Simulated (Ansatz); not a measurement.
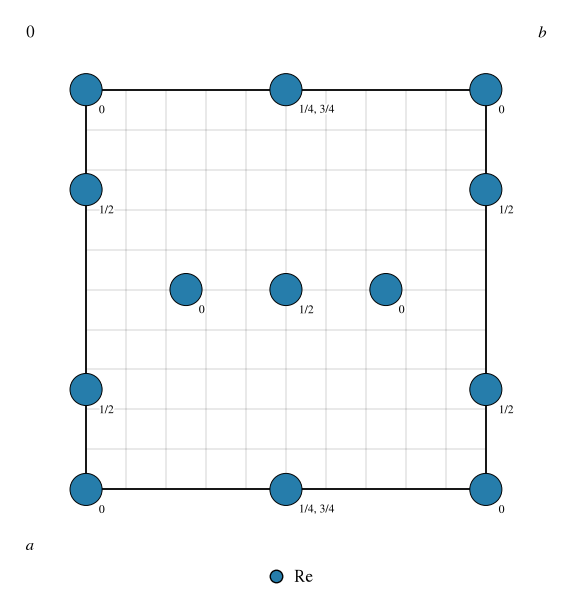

Plan of a unit cell projected along c (a down the page, b across); the numbers are heights as fractions of c, and atoms on the cell's edges are repeated. The grid marks tenths of a and b. Source: the input geometry of an electronic-structure calculation (not necessarily at equilibrium); the starting structure was generated, so it need not be a known form of this composition. Symmetry computed with spglib at a tolerance of 0.002 Å; standard conventional cell.

a = 4.965 Å, b = 4.965 Å, c = 4.965 Å, α = 90.00°, β = 90.00°, γ = 90.00°.

Question: What does the cell contain?

Answer: 8 Re: Re, Z = 8.

Question: Which space group?

Answer: Pm-3n (No. 223), primitive cubic.

Question: Give the fractional coordinates of all atoms, to two places.

Answer:
| atom | x | y | z |
| --- | --- | --- | --- |
| Re | 0.00 | 0.00 | 0.00 |
| Re | 0.50 | 0.50 | 0.50 |
| Re | 0.25 | 0.00 | 0.50 |
| Re | 0.75 | 0.00 | 0.50 |
| Re | 0.50 | 0.25 | 0.00 |
| Re | 0.50 | 0.75 | 0.00 |
| Re | 0.00 | 0.50 | 0.25 |
| Re | 0.00 | 0.50 | 0.75 |
